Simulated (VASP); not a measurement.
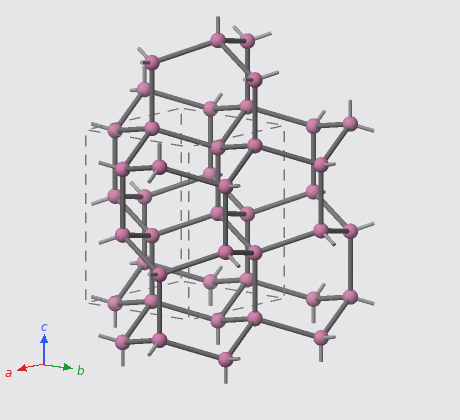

The net above was derived from one of the structures below (computed or model cells, partly hypothetical) by pruning terminal atoms and folding two-connected atoms into edges (only the bonds listed count; of a layer or chain structure one layer or chain is shown).

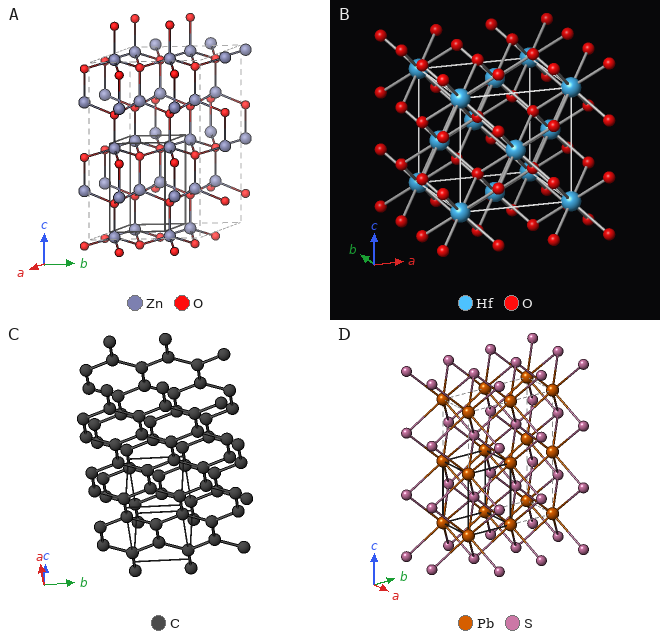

A: ZnO (bonds: O–Zn below 2.2 Å)
B: HfO2 (bonds: Hf–O below 2.5 Å)
C: C (bonds: C–C below 1.6 Å)
D: PbS (bonds: Pb–S below 3.4 Å)
All are geometries used in or obtained from electronic-structure calculations.

Which structure gives this net?

Answer. A, ZnO: a uninodal 4-connected, three-periodic net; Zn and O are 4-connected nodes. It is the lon net, known from lonsdaleite, wurtzite and tridymite. The others give a binodal (4,8)-connected, three-periodic net (B), a uninodal 3-connected, two-periodic (layers) net (C) and a uninodal 6-connected, three-periodic net (D).
